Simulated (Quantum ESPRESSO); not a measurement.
**Simulated XPS, UPS and emission spectra of KF**

What would valence photoemission of KF look like, and what sets its shape?

Program: Quantum ESPRESSO 7.5. Level of theory: DFT, PBE, plane waves, ultrasoft GBRV pseudopotentials, scalar-relativistic, in the first sound run; inputs show where later runs differ. Results are calculated unless marked as measured.

## 1. The structure

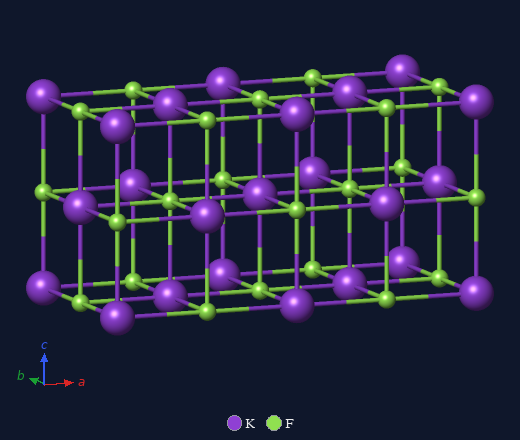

The cell as given, slightly off an axis (potassium purple, fluorine green). 2×1×1 cells are drawn. This picture shows the conventional cell, with its axes. Some periodic images of atoms are drawn too.

Coordinates:

```cif
data_structure
_symmetry_space_group_name_H-M 'Fm-3m'
_symmetry_Int_Tables_number 225
_cell_length_a 5.3437
_cell_length_b 5.3437
_cell_length_c 5.3437
_cell_angle_alpha 90.000
_cell_angle_beta 90.000
_cell_angle_gamma 90.000
_cell_volume 152.59
loop_
_atom_site_label
_atom_site_type_symbol
_atom_site_symmetry_multiplicity
_atom_site_Wyckoff_symbol
_atom_site_fract_x
_atom_site_fract_y
_atom_site_fract_z
_atom_site_occupancy
K1 K 4 a 0.00000 0.00000 0.00000 1
F1 F 4 b 0.50000 0.00000 0.00000 1
```

## 2. The base run: self-consistent run

First the self-consistent run; potential, DOS and bands follow from it in later steps.

Contents of scf.in:

```
&control
  calculation = 'scf'
  prefix = 'pes'
  outdir = './tmp'
  pseudo_dir = './pp'
  tprnfor = .true.
  tstress = .true.
/
&system
  ibrav = 0
  nat = 2
  ntyp = 2
  ecutwfc = 40.0
  ecutrho = 200.0
  occupations = 'smearing'
  nbnd = 16
  smearing = 'fd'
  degauss = 0.00147
/
&electrons
  conv_thr = 1.2e-08
  mixing_beta = 0.5
  electron_maxstep = 120
/
ATOMIC_SPECIES
K 39.0983 k_pbe_v1.4.uspp.F.UPF
F 18.9984 f_pbe_v1.4.uspp.F.UPF
CELL_PARAMETERS angstrom
 0.000000000 2.671850000 2.671850000
 2.671850000 0.000000000 2.671850000
 2.671850000 2.671850000 0.000000000
ATOMIC_POSITIONS crystal
K 0.000000000 0.000000000 0.000000000
F 0.500000000 0.500000000 0.500000000
K_POINTS automatic
10 10 10 0 0 0
```

Run with:

```console
$ OMP_NUM_THREADS=1 mpirun -n 4 pw.x -nk 4 -in scf.in > scf.out
```

Log:

```text
Program PWSCF v.7.5 starts

     This program is part of the open-source Quantum ESPRESSO suite
     for quantum simulation of materials; please cite
         "P. Giannozzi et al., J. Phys.:Condens. Matter 21 395502 (2009);
         "P. Giannozzi et al., J. Phys.:Condens. Matter 29 465901 (2017);
         "P. Giannozzi et al., J. Chem. Phys. 152 154105 (2020);
          URL
     in publications or presentations arising from this work. More details at

     Parallel version (MPI & OpenMP), running on       4 processor cores
     Number of MPI processes:                 4
     Threads/MPI process:                     1

     MPI processes distributed on     1 nodes
     321837 MiB available memory on the printing compute node when the environment starts

     Current dimensions of program PWSCF are:
     Max number of different atomic species (ntypx) = 10
     Max number of k-points (npk) =  40000
     Max angular momentum in pseudopotentials (lmaxx) =  4
     Message from routine setup:
     using ibrav=0 with symmetry is DISCOURAGED, use correct ibrav instead

     K-points division:     npool     =       4
     Subspace diagonalization in iterative solution of the eigenvalue problem:
     a serial algorithm will be used

     G-vector sticks info
     --------------------
     sticks:   dense  smooth     PW     G-vecs:    dense   smooth      PW
     Sum         703     559    187                12339     8801    1591

     Using Slab Decomposition

     bravais-lattice index     =            0
     lattice parameter (alat)  =       7.1405  a.u.
     unit-cell volume          =     257.4322 (a.u.)^3
     number of atoms/cell      =            2
     number of atomic types    =            2
     number of electrons       =        16.00
     number of Kohn-Sham states=           16
     kinetic-energy cutoff     =      40.0000  Ry
     charge density cutoff     =     200.0000  Ry
     scf convergence threshold =      1.2E-08
     mixing beta               =       0.5000
     number of iterations used =            8  plain     mixing
     Exchange-correlation=  SLA  PW   PBX  PBC
                           (   1   4   3   4   0   0   0)

     celldm(1)=   7.140456  celldm(2)=   0.000000  celldm(3)=   0.000000
     celldm(4)=   0.000000  celldm(5)=   0.000000  celldm(6)=   0.000000

     crystal axes: (cart. coord. in units of alat)
               a(1) = (   0.000000   0.707107   0.707107 )
               a(2) = (   0.707107   0.000000   0.707107 )
               a(3) = (   0.707107   0.707107   0.000000 )

     reciprocal axes: (cart. coord. in units 2 pi/alat)
               b(1) = ( -0.707107  0.707107  0.707107 )
               b(2) = (  0.707107 -0.707107  0.707107 )
               b(3) = (  0.707107  0.707107 -0.707107 )

     PseudoPot. # 1 for K  read from file:
     ./pp/k_pbe_v1.4.uspp.F.UPF
     Pseudo is Ultrasoft + core correction, Zval =  9.0
     Generated by new atomic code, or converted to UPF format
     Using radial grid of  841 points,  6 beta functions with:
                l(1) =   0
                l(2) =   0
                l(3) =   1
                l(4) =   1
                l(5) =   2
                l(6) =   2
     Q(r) pseudized with  6 coefficients,  rinner =    1.500   1.500   1.500
                                                       1.500   1.500

     PseudoPot. # 2 for F  read from file:
     ./pp/f_pbe_v1.4.uspp.F.UPF
     Pseudo is Ultrasoft, Zval =  7.0
     Generated by new atomic code, or converted to UPF format
     Using radial grid of  799 points,  4 beta functions with:
                l(1) =   0
                l(2) =   0
                l(3) =   1
                l(4) =   1
     Q(r) pseudized with  8 coefficients,  rinner =    0.950   0.950   0.950

     atomic species   valence    mass     pseudopotential
     K                 9.00    39.09830     K ( 1.00)
     F                 7.00    18.99840     F ( 1.00)

     48 Sym. Ops., with inversion, found

   Cartesian axes

     site n.     atom                  positions (alat units)
         1        K      tau(   1) = (   0.0000000   0.0000000   0.0000000  )
         2        F      tau(   2) = (   0.7071068   0.7071068   0.7071068  )

     number of k points=    47  Fermi-Dirac smearing, width (Ry)=  0.0015
                       cart. coord. in units 2pi/alat
        k(    1) = (   0.0000000   0.0000000   0.0000000), wk =   0.0020000
        k(    2) = (   0.0707107   0.0707107  -0.0707107), wk =   0.0160000
        k(    3) = (   0.1414214   0.1414214  -0.1414214), wk =   0.0160000
        k(    4) = (   0.2121320   0.2121320  -0.2121320), wk =   0.0160000
        k(    5) = (   0.2828427   0.2828427  -0.2828427), wk =   0.0160000
        k(    6) = (  -0.3535534  -0.3535534   0.3535534), wk =   0.0080000
        k(    7) = (   0.1414214  -0.0000000   0.0000000), wk =   0.0120000
        k(    8) = (   0.2121320   0.0707107  -0.0707107), wk =   0.0480000
        k(    9) = (   0.2828427   0.1414214  -0.1414214), wk =   0.0480000
        k(   10) = (   0.3535534   0.2121320  -0.2121320), wk =   0.0480000
        k(   11) = (  -0.2828427  -0.4242641   0.4242641), wk =   0.0480000
        k(   12) = (  -0.2121320  -0.3535534   0.3535534), wk =   0.0480000
        k(   13) = (  -0.1414214  -0.2828427   0.2828427), wk =   0.0480000
        k(   14) = (  -0.0707107  -0.2121320   0.2121320), wk =   0.0480000
        k(   15) = (   0.0000000  -0.1414214   0.1414214), wk =   0.0240000
        k(   16) = (   0.2828427  -0.0000000   0.0000000), wk =   0.0120000
[...]
k(   40) = (   0.0000000  -0.2828427   0.4242641), wk =   0.0480000
        k(   41) = (  -0.1414214  -0.5656854   0.7071068), wk =   0.0480000
        k(   42) = (  -0.0707107  -0.4949747   0.6363961), wk =   0.0960000
        k(   43) = (  -0.0000000  -0.4242641   0.5656854), wk =   0.0480000
        k(   44) = (  -0.7071068   0.1414214   0.0000000), wk =   0.0240000
        k(   45) = (  -0.1414214  -0.4242641   0.7071068), wk =   0.0480000
        k(   46) = (  -0.0707107  -0.3535534   0.6363961), wk =   0.0480000
        k(   47) = (  -0.7071068   0.2828427   0.0000000), wk =   0.0240000

     Dense  grid:    12339 G-vectors     FFT dimensions: (  36,  36,  36)

     Smooth grid:     8801 G-vectors     FFT dimensions: (  30,  30,  30)

     Estimated max dynamical RAM per process >      24.41 MB

     Estimated total dynamical RAM >      88.61 MB

     Initial potential from superposition of free atoms

     starting charge      15.4966, renormalised to      16.0000
[...]
estimated scf accuracy    <       0.00000006 Ry

     iteration #  8     ecut=    40.00 Ry     beta= 0.50
     Davidson diagonalization with overlap
     ethr =  3.61E-10,  avg # of iterations =  4.1

     total cpu time spent up to now is        3.3 secs

     total energy              =    -105.84613290 Ry
     estimated scf accuracy    <       0.00000004 Ry

     iteration #  9     ecut=    40.00 Ry     beta= 0.50
     Davidson diagonalization with overlap
     ethr =  2.30E-10,  avg # of iterations =  2.0

     total cpu time spent up to now is        3.5 secs

     End of self-consistent calculation

          k = 0.0000 0.0000 0.0000 (  1067 PWs)   bands (ev):

   -24.6256 -17.1426  -7.8665  -7.8665  -7.8665   1.5109   1.5109   1.5109
     7.6853  12.2017  12.2017  12.2017  13.8386  13.8386  18.3853  25.8062

          k = 0.0707 0.0707-0.0707 (  1097 PWs)   bands (ev):

   -24.6168 -17.1508  -7.8946  -7.8712  -7.8712   1.4185   1.4764   1.4764
     7.9668  12.0320  12.3356  12.3356  13.9271  13.9271  18.8604  24.5130

          k = 0.1414 0.1414-0.1414 (  1098 PWs)   bands (ev):

   -24.5933 -17.1724  -7.9641  -7.8806  -7.8806   1.1985   1.3875   1.3875
     8.7176  11.7227  12.6945  12.6945  14.1980  14.1980  19.7979  22.8010

          k = 0.2121 0.2121-0.2121 (  1089 PWs)   bands (ev):

   -24.5641 -17.1994  -8.0487  -7.8917  -7.8917   0.9591   1.2805   1.2805
     9.6850  11.5741  13.1347  13.1347  14.6752  14.6752  19.4865  22.0157

          k = 0.2828 0.2828-0.2828 (  1101 PWs)   bands (ev):

   -24.5402 -17.2216  -8.1177  -7.9009  -7.9009   0.7840   1.1957   1.1957
    10.4050  11.8123  13.4573  13.4573  15.3173  15.3173  18.1615  20.5419

          k =-0.3536-0.3536 0.3536 (  1104 PWs)   bands (ev):

   -24.5311 -17.2301  -8.1428  -7.9048  -7.9048   0.7208   1.1637   1.1637
    10.5933  12.1141  13.5675  13.5675  15.6924  15.6924  17.5124  19.8839

          k = 0.1414-0.0000 0.0000 (  1098 PWs)   bands (ev):

   -24.6139 -17.1526  -7.8878  -7.8878  -7.8777   1.3415   1.4984   1.4984
     8.0482  11.8314  12.4587  12.4587  13.9364  13.9567  19.0170  24.4512

          k = 0.2121 0.0707-0.0707 (  1108 PWs)   bands (ev):

   -24.5956 -17.1675  -7.9443  -7.9080  -7.8852   1.1769   1.4364   1.4556
     8.6170  11.5136  12.7568  12.8085  14.1245  14.1338  19.8391  22.8789

          k = 0.2828 0.1414-0.1414 (  1094 PWs)   bands (ev):

[...]
k = 0.3536 0.2121-0.2121 (  1105 PWs)   bands (ev):

[...]
k =-0.2828-0.4243 0.4243 (  1105 PWs)   bands (ev):

[...]
k =-0.2121-0.3536 0.3536 (  1103 PWs)   bands (ev):

[...]
k =-0.1414-0.2828 0.2828 (  1101 PWs)   bands (ev):

[...]
k =-0.0707-0.2121 0.2121 (  1094 PWs)   bands (ev):

[...]
k = 0.0000-0.1414 0.1414 (  1109 PWs)   bands (ev):

[...]
k = 0.2828-0.0000 0.0000 (  1102 PWs)   bands (ev):

[...]
k = 0.3536 0.0707-0.0707 (  1089 PWs)   bands (ev):

[...]
k = 0.4243 0.1414-0.1414 (  1097 PWs)   bands (ev):

[...]
k =-0.2121-0.4950 0.4950 (  1103 PWs)   bands (ev):

[...]
k =-0.1414-0.4243 0.4243 (  1107 PWs)   bands (ev):

[...]
k =-0.0707-0.3536 0.3536 (  1109 PWs)   bands (ev):

[...]
k = 0.0000-0.2828 0.2828 (  1093 PWs)   bands (ev):

[...]
k = 0.4243 0.0000-0.0000 (  1094 PWs)   bands (ev):

[...]
k = 0.4950 0.0707-0.0707 (  1100 PWs)   bands (ev):

[...]
k =-0.1414-0.5657 0.5657 (  1102 PWs)   bands (ev):

[...]
k =-0.0707-0.4950 0.4950 (  1106 PWs)   bands (ev):

[...]
k =-0.0000-0.4243 0.4243 (  1113 PWs)   bands (ev):

[...]
k = 0.5657-0.0000 0.0000 (  1094 PWs)   bands (ev):

[...]
k =-0.0707-0.6364 0.6364 (  1106 PWs)   bands (ev):

[...]
k = 0.0000-0.5657 0.5657 (  1105 PWs)   bands (ev):

[...]
k =-0.7071 0.0000 0.0000 (  1106 PWs)   bands (ev):

[...]
k = 0.2828 0.1414 0.0000 (  1098 PWs)   bands (ev):

[...]
k = 0.3536 0.2121-0.0707 (  1093 PWs)   bands (ev):

[...]
k =-0.2828-0.4243 0.5657 (  1100 PWs)   bands (ev):

[...]
k =-0.2121-0.3536 0.4950 (  1108 PWs)   bands (ev):

[...]
k = 0.4243 0.1414-0.0000 (  1086 PWs)   bands (ev):

[...]
k =-0.2121-0.4950 0.6364 (  1093 PWs)   bands (ev):

[...]
k =-0.1414-0.4243 0.5657 (  1101 PWs)   bands (ev):

[...]
k =-0.0707-0.3536 0.4950 (  1102 PWs)   bands (ev):

[...]
k = 0.0000-0.2828 0.4243 (  1103 PWs)   bands (ev):

[...]
k =-0.1414-0.5657 0.7071 (  1094 PWs)   bands (ev):

[...]
k =-0.0707-0.4950 0.6364 (  1106 PWs)   bands (ev):

[...]
k =-0.0000-0.4243 0.5657 (  1104 PWs)   bands (ev):

[...]
k =-0.7071 0.1414 0.0000 (  1102 PWs)   bands (ev):

   -24.5095 -17.1685  -8.3935  -8.1117  -8.0365   1.3057   1.3325   1.4287
    10.0106  12.1017  12.7934  15.0392  15.6236  16.1069  16.8715  18.6961

          k =-0.1414-0.4243 0.7071 (  1099 PWs)   bands (ev):

   -24.5142 -17.1896  -8.2378  -8.1755  -7.9576   1.0833   1.2621   1.3756
    10.8662  11.4326  12.8738  14.9211  15.0581  16.3119  17.1499  18.5130

          k =-0.0707-0.3536 0.6364 (  1104 PWs)   bands (ev):

   -24.5099 -17.1887  -8.2403  -8.2222  -7.9543   1.0821   1.3205   1.3303
    11.1910  11.3153  12.8021  14.8847  15.3261  16.3549  17.2483  18.0763

          k =-0.7071 0.2828 0.0000 (  1104 PWs)   bands (ev):

   -24.5079 -17.1820  -8.3077  -8.1999  -7.9678   1.1397   1.3278   1.3736
    10.7631  11.7820  12.6114  14.9165  15.6282  16.4440  17.0317  17.9690

     the Fermi energy is     6.9443 ev

!    total energy              =    -105.84613290 Ry
     estimated scf accuracy    <          1.2E-09 Ry
     smearing contrib. (-TS)   =       0.00000000 Ry
     internal energy E=F+TS    =    -105.84613290 Ry

     The total energy is F=E-TS. E is the sum of the following terms:
     one-electron contribution =     -43.86240727 Ry
     hartree contribution      =      29.19990825 Ry
     xc contribution           =     -18.56242081 Ry
     ewald contribution        =     -72.62121306 Ry

     convergence has been achieved in   9 iterations

     Forces acting on atoms (cartesian axes, Ry/au):

     atom    1 type  1   force =     0.00000000    0.00000000    0.00000000
     atom    2 type  2   force =    -0.00000000   -0.00000000   -0.00000000

     Total force =     0.000000     Total SCF correction =     0.000000

     Computing stress (Cartesian axis) and pressure

          total   stress  (Ry/bohr**3)                   (kbar)     P=        1.23
   0.00000833  -0.00000000   0.00000000            1.23       -0.00        0.00
  -0.00000000   0.00000833   0.00000000           -0.00        1.23        0.00
  -0.00000000   0.00000000   0.00000833           -0.00        0.00        1.23

     XML data file, charge density, pseudopotentials, collected wavefunctions

     Called by init_run:

     Called by electrons:

     Called by c_bands:

     Called by *egterg:

     Called by h_psi:
                                        0.00s GPU  (     574 calls)

     General routines

     Parallel routines

=------------------------------------------------------------------------------=
   JOB DONE.
=------------------------------------------------------------------------------=
```

Elapsed: 4.3 s, on 4 MPI ranks of Intel Xeon Platinum 8559C (Emerald Rapids), shared host; 17 s of CPU time.

This step gave:

```
free energy       : -1440.1100 eV
Fermi energy      : 6.944 eV
pressure          : 0.123 GPa
gap on the k-mesh : 6.174 eV
```

At this level the gap is 6.17 eV on the k-mesh of the self-consistent run, which can miss the band edges.

[end of part 1 of 13]

[Logs are printed without paths, hosts, clocks, repeated set-up lines and the standing remarks that a program may print on its own settings, such as how far it seeks lower states.]

[Hosts, paths, dates, database ids (printed as entryN), source tags and the programs' standing remarks are cut or masked in the printed files.]

[Maps of the electrostatic potential energy from Ansatz leave out the sawtooth potential of an applied field or a dipole correction, so their vacuum need not be flat; work functions include it.]

[Peak lists hold at most the 14 tallest peaks of each spectrum; further lines can be left out.]
